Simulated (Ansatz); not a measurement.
# Run report: Hf₃N₅, geometry relaxation (part 3 of 3)

The same run, continued: Hf₃N₅ (slab, 8 atoms in the cell); DFT, PBEsol, plane waves, PAW (Ansatz 0.2.0); cutoff 420 eV, 9×9×1 k-mesh, Gaussian smearing of 0.1 eV. The structure derives from an entry of the Crystallography Open Database. The run did not end well. The input holds or restrains some coordinates. Forces given for the steps count only the free coordinates.

Geometry of the input (Å; fractional positions):
```
3.1831  0.0000  0.0000
-1.5915  2.7566  0.0000
0.0000  0.0000  26.7969
N  0.3333  0.6667  0.3172
Hf 0.6667  0.3333  0.3657
N  0.0000  0.0000  0.4142
Hf 0.3333  0.6667  0.4632
N  0.6667  0.3333  0.5076
Hf 0.0000  0.0000  0.5686
N  0.3333  0.6667  0.5980
N  0.3333  0.6667  0.6510
```

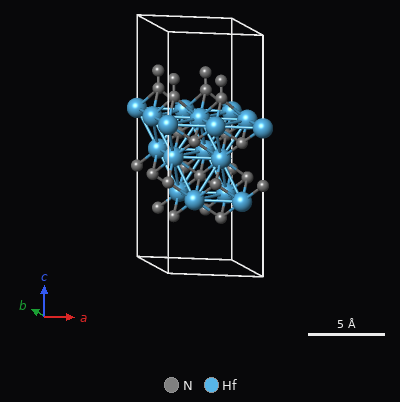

*The geometry at step 8 of the log (ball-and-stick view of the 2 × 2 repeat of the cell, with the vacuum cut short, seen slightly off an axis).*

## Output, continued
```
  k-point 2: bands = ["-59.7073", "-59.2868", "-58.3558", "-28.7446", "-28.5575", "-28.2718", "-28.0950", "-28.0185", "-27.7420", "-27.1596", "-27.1141", "-26.8731", "-20.1712", "-13.3427", "-12.5059", "-9.6414", "-9.6350", "-9.6285", "-9.6175", "-9.6027", "-9.6021", "-9.5897", "-9.2827", "-9.2575", "-9.2439", "-9.2361", "-9.2256", "-9.2143", "-9.1967", "-9.1896", "-8.3000", "-8.2895", "-8.2878", "-8.2811", "-8.2684", "-8.2501", "-8.1512", "-7.5924", "-4.3552", "-4.1382", "-3.4262", "-3.3038", "-2.9611", "-2.5832", "-2.4670", "-1.7094", "-1.2932", "0.7391", "1.4831", "2.2446", "2.4327", "2.6550", "4.1988", "4.3381", "4.6375", "5.1876", "5.5797", "6.2957", "6.4199", "6.8298", "7.0826", "7.0926"]
  k-point 40: bands = ["-59.6849", "-59.2667", "-58.3344", "-28.8952", "-28.6139", "-28.4237", "-28.2235", "-28.0740", "-27.9078", "-27.4260", "-27.0901", "-26.9983", "-20.0394", "-12.9801", "-12.2947", "-9.6380", "-9.6331", "-9.6187", "-9.6053", "-9.6003", "-9.5901", "-9.5586", "-9.2833", "-9.2470", "-9.2422", "-9.2266", "-9.2228", "-9.2067", "-9.1953", "-8.9297", "-8.2999", "-8.2908", "-8.2800", "-8.2758", "-8.2573", "-8.2521", "-8.0845", "-7.2614", "-4.9014", "-4.5392", "-3.7172", "-3.3327", "-2.8762", "-2.5969", "-2.5535", "-1.9706", "-1.7779", "0.2981", "1.1776", "1.9113", "2.3763", "2.4617", "3.6211", "4.9594", "5.1890", "5.9222", "6.3839", "6.8057", "7.1288", "7.6860", "7.8716", "8.3167"]
End of that report.
Error: SIGTERM received: cancelled by the caller after 10 completed SCF iterations
```

## Trajectory as extended XYZ (Å, eV, eV/Å), 14 frames, from step=1 to step=14
```
8
Lattice="3.1831 0.0000 0.0000 -1.5915 2.7566 0.0000 0.0000 0.0000 26.7969" Properties=species:S:1:pos:R:3:forces:R:3 step=1 energy=-48691.11536
N     0.0000    1.8378    8.5000    0.0004   0.0015   5.1834
Hf    1.5915    0.9189    9.7995    0.0015   0.0012  -6.8658
N     0.0000    0.0000   11.0990    0.0144   0.0295   1.8151
Hf    0.0012    1.8443   12.4208    0.0199  -0.0401  -0.7149
N     1.5976    0.9227   13.6095   -0.0601  -0.0050   1.8754
Hf   -0.0008    0.0099   15.2350   -0.1371  -0.1531  -3.3956
N    -0.0086    1.8382   16.0208    0.1540   0.1512   5.2664
N    -0.0074    1.8445   17.4459    0.0071   0.0148  -3.1646
8
Lattice="3.1831 0.0000 0.0000 -1.5915 2.7566 0.0000 0.0000 0.0000 26.7969" Properties=species:S:1:pos:R:3:forces:R:3 step=2 energy=-48691.76778
N     0.0000    1.8378    8.5000   -0.0006   0.0011   5.0797
Hf    1.5915    0.9189    9.7995    0.0001  -0.0008  -6.6532
N     0.0000    0.0000   11.0990   -0.0052   0.0116   1.6208
Hf   -0.0014    1.8404   12.4223    0.0150  -0.0262  -0.5046
N     1.5919    0.9190   13.6830   -0.0124   0.0230   0.0322
Hf    0.0020    0.0064   15.0414   -0.0479  -0.0514  -1.8961
N    -0.0019    1.8386   15.9648    0.0456   0.0362   5.7421
N     0.0005    1.8535   17.3351    0.0054   0.0067  -3.4167
8
Lattice="3.1831 0.0000 0.0000 -1.5915 2.7566 0.0000 0.0000 0.0000 26.7969" Properties=species:S:1:pos:R:3:forces:R:3 step=3 energy=-48692.15160
N     0.0000    1.8378    8.5000    0.0002  -0.0036   5.0083
Hf    1.5915    0.9189    9.7995   -0.0052  -0.0022  -6.7225
N     0.0000    0.0000   11.0990   -0.0168  -0.0271   1.1985
Hf   -0.0037    1.8338   12.3866    0.0015   0.0362   0.5888
N     1.5847    0.9147   13.7661    0.1492   0.0436  -1.6330
Hf    0.0060    0.0003   14.8597   -0.1003   0.0452  -1.4349
N     0.0069    1.8360   16.1591   -0.0778  -0.4716  -9.3798
N     0.0120    1.8714   17.2438    0.0492   0.3795  12.3753
8
Lattice="3.1831 0.0000 0.0000 -1.5915 2.7566 0.0000 0.0000 0.0000 26.7969" Properties=species:S:1:pos:R:3:forces:R:3 step=4 energy=-48692.93800
N     0.0000    1.8378    8.5000   -0.0004  -0.0045   4.9728
Hf    1.5915    0.9189    9.7995   -0.0025  -0.0004  -6.8066
N     0.0000    0.0000   11.0990   -0.0080  -0.0134   0.7682
Hf   -0.0021    1.8359   12.3686    0.0124   0.0269   0.0393
N     1.5899    0.9175   13.6390    0.0488   0.0216  -0.3669
Hf    0.0029    0.0013   14.7642   -0.0278   0.0374   0.9158
N     0.0070    1.8331   16.2281    0.0112   0.0577   2.6251
N     0.0140    1.8710   17.4379   -0.0337  -0.1253  -2.1472
8
Lattice="3.1831 0.0000 0.0000 -1.5915 2.7566 0.0000 0.0000 0.0000 26.7969" Properties=species:S:1:pos:R:3:forces:R:3 step=5 energy=-48693.07659
N     0.0000    1.8378    8.5000    0.0000  -0.0004   5.0754
Hf    1.5915    0.9189    9.7995   -0.0015  -0.0022  -6.8736
N     0.0000    0.0000   11.0990   -0.0039  -0.0046   1.2832
Hf   -0.0016    1.8367   12.3908    0.0043   0.0159   0.6146
N     1.5906    0.9189   13.7050    0.0359   0.0096  -0.0379
Hf    0.0030    0.0024   14.9246   -0.0244   0.0207  -0.2112
N     0.0109    1.8378   16.4280    0.0090   0.0079   1.4733
N     0.0118    1.8564   17.6217   -0.0193  -0.0467  -1.3215
8
Lattice="3.1831 0.0000 0.0000 -1.5915 2.7566 0.0000 0.0000 0.0000 26.7969" Properties=species:S:1:pos:R:3:forces:R:3 step=6 energy=-48693.04723 accepted=F
N     0.0000    1.8378    8.5000    0.0006  -0.0044   4.7998
Hf    1.5915    0.9189    9.7995    0.0137  -0.0178  -5.8189
N     0.0000    0.0000   11.0990   -0.0098   0.0122   2.1633
Hf   -0.0023    1.8443   12.5477   -0.0107   0.0178  -1.7827
N     1.5916    0.9196   13.7724   -0.0479   0.0463   0.2749
Hf   -0.0080    0.0126   14.9853    0.0312   0.1886   0.3829
N     0.0723    1.7109   16.5698    0.0114  -0.3305   0.0113
N     0.0265    1.8170   17.7323    0.0116   0.0876  -0.0284
8
Lattice="3.1831 0.0000 0.0000 -1.5915 2.7566 0.0000 0.0000 0.0000 26.7969" Properties=species:S:1:pos:R:3:forces:R:3 step=7 energy=-48693.11261
N     0.0000    1.8378    8.5000    0.0022  -0.0040   5.0066
Hf    1.5915    0.9189    9.7995    0.0008  -0.0057  -6.6123
N     0.0000    0.0000   11.0990   -0.0053   0.0084   1.5055
Hf   -0.0021    1.8412   12.4277   -0.0022   0.0295   0.0695
N     1.5904    0.9223   13.7261    0.0097  -0.0037  -0.0525
Hf   -0.0011    0.0083   14.9294   -0.0234   0.1056   0.1515
N     0.0263    1.7856   16.5085    0.0501  -0.1772  -0.1588
N     0.0173    1.8360   17.6755   -0.0319   0.0471   0.0904
8
Lattice="3.1831 0.0000 0.0000 -1.5915 2.7566 0.0000 0.0000 0.0000 26.7969" Properties=species:S:1:pos:R:3:forces:R:3 step=8 energy=-48693.13617
N     0.0000    1.8378    8.5000    0.0041  -0.0067   4.9684
Hf    1.5915    0.9189    9.7995    0.0061  -0.0112  -6.4082
N     0.0000    0.0000   11.0990   -0.0066   0.0084   1.7718
Hf   -0.0024    1.8457   12.4643   -0.0077   0.0330  -0.4408
N     1.5912    0.9213   13.7438   -0.0234  -0.0309  -0.0235
Hf   -0.0040    0.0088   14.9575    0.0049   0.3063   0.0990
N     0.0559    1.6936   16.5342    0.0016  -0.4204  -0.0932
N     0.0121    1.8256   17.6925    0.0211   0.1215   0.1265
8
Lattice="3.1831 0.0000 0.0000 -1.5915 2.7566 0.0000 0.0000 0.0000 26.7969" Properties=species:S:1:pos:R:3:forces:R:3 step=9 energy=-48693.19695
N     0.0000    1.8378    8.5000    0.0009  -0.0024   4.9574
Hf    1.5915    0.9189    9.7995    0.0060  -0.0085  -6.3595
N     0.0000    0.0000   11.0990   -0.0149   0.0314   1.8965
Hf   -0.0037    1.8524   12.4775    0.0109   0.0016  -0.7151
N     1.5901    0.9244   13.7422   -0.0511  -0.0203  -0.1233
Hf   -0.0074    0.0190   14.9644    0.1044   0.4157   0.4544
N     0.0756    1.5596   16.5986   -0.1039  -0.5037  -0.0077
N     0.0527    1.8055   17.7333    0.0478   0.0861  -0.1022
8
Lattice="3.1831 0.0000 0.0000 -1.5915 2.7566 0.0000 0.0000 0.0000 26.7969" Properties=species:S:1:pos:R:3:forces:R:3 step=10 energy=-48693.22530
N     0.0000    1.8378    8.5000    0.0001  -0.0024   4.9846
Hf    1.5915    0.9189    9.7995    0.0019  -0.0056  -6.4591
N     0.0000    0.0000   11.0990   -0.0125   0.0235   1.8309
Hf   -0.0029    1.8509   12.4649    0.0144  -0.0020  -0.4786
N     1.5904    0.9223   13.7307   -0.0313  -0.0350  -0.0901
Hf   -0.0060    0.0189   14.9704    0.0637   0.3870   0.2329
N     0.0549    1.5149   16.6103    0.0350  -0.5607  -0.1083
N     0.0911    1.7630   17.7407   -0.0713   0.1952   0.0881
8
Lattice="3.1831 0.0000 0.0000 -1.5915 2.7566 0.0000 0.0000 0.0000 26.7969" Properties=species:S:1:pos:R:3:forces:R:3 step=11 energy=-48693.28966
N     0.0000    1.8378    8.5000    0.0020   0.0093   4.9936
Hf    1.5915    0.9189    9.7995    0.0014  -0.0047  -6.5375
N     0.0000    0.0000   11.0990    0.0178   0.0541   1.7866
Hf    0.0026    1.8543   12.4559    0.0020  -0.0678  -0.3714
N     1.5973    0.9257   13.7066   -0.0312   0.0340  -0.0101
Hf    0.0033    0.0363   14.9848    0.0051   0.0676  -0.0049
N     0.0533    1.3414   16.7006    0.0783  -0.0716   0.0186
N     0.0993    1.6914   17.7952   -0.0755  -0.0219   0.1264
8
Lattice="3.1831 0.0000 0.0000 -1.5915 2.7566 0.0000 0.0000 0.0000 26.7969" Properties=species:S:1:pos:R:3:forces:R:3 step=12 energy=-48693.31615
N     0.0000    1.8378    8.5000    0.0014   0.0110   4.9714
Hf    1.5915    0.9189    9.7995    0.0013  -0.0038  -6.5480
N     0.0000    0.0000   11.0990    0.0133   0.0637   1.7107
Hf    0.0018    1.8523   12.4486    0.0016  -0.0139  -0.2281
N     1.5957    0.9343   13.6997   -0.0302   0.0093  -0.0175
Hf    0.0019    0.0463   14.9892    0.0160   0.0138  -0.0203
N     0.0560    1.2168   16.7870    0.0806   0.1734   0.9139
N     0.0925    1.5206   17.8989   -0.0840  -0.2529  -0.7811
8
Lattice="3.1831 0.0000 0.0000 -1.5915 2.7566 0.0000 0.0000 0.0000 26.7969" Properties=species:S:1:pos:R:3:forces:R:3 step=13 energy=-48693.35871
N     0.0000    1.8378    8.5000    0.0017   0.0118   4.9495
Hf    1.5915    0.9189    9.7995    0.0006  -0.0042  -6.5920
N     0.0000    0.0000   11.0990    0.0116   0.0919   1.5498
Hf    0.0013    1.8525   12.4333   -0.0056   0.0014   0.0180
N     1.5941    0.9427   13.6836   -0.0002   0.0443   0.0108
Hf    0.0039    0.0588   14.9894    0.0221   0.0595   0.0321
N     0.0622    1.0657   16.8985   -0.0422  -0.0433   0.2113
N     0.0720    1.3531   18.0011    0.0120  -0.1615  -0.1784
8
Lattice="3.1831 0.0000 0.0000 -1.5915 2.7566 0.0000 0.0000 0.0000 26.7969" Properties=species:S:1:pos:R:3:forces:R:3 step=14 energy=-48693.39893
N     0.0000    1.8378    8.5000    0.0017   0.0131   4.9096
Hf    1.5915    0.9189    9.7995   -0.0007  -0.0060  -6.5375
N     0.0000    0.0000   11.0990    0.0096   0.1565   1.4698
Hf    0.0010    1.8587   12.4318   -0.0010   0.0345   0.0347
N     1.5937    0.9611   13.6776    0.0077   0.0020   0.0491
Hf    0.0051    0.0798   14.9910   -0.0105   0.0773   0.1267
N     0.0430    0.9256   16.9870    0.0396  -0.1719  -0.1414
N     0.0709    1.1792   18.0896   -0.0464  -0.1054   0.0891
```

## What the run reported

| quantity | value |
| --- | --- |
| outcome | stopped at the time limit |
| hardware | 2 threads of Intel Xeon (Granite Rapids), 32 GiB of memory available, shared host |
| wall time | 4.3 min (CPU time 8.5 min) |
| peak memory | 0.84 GiB |

## Diagnosis

Settings chosen away from the usual ones: crystal.symmetry set to {"detect": false}. The run was cut off by its time limit, so the output is incomplete.
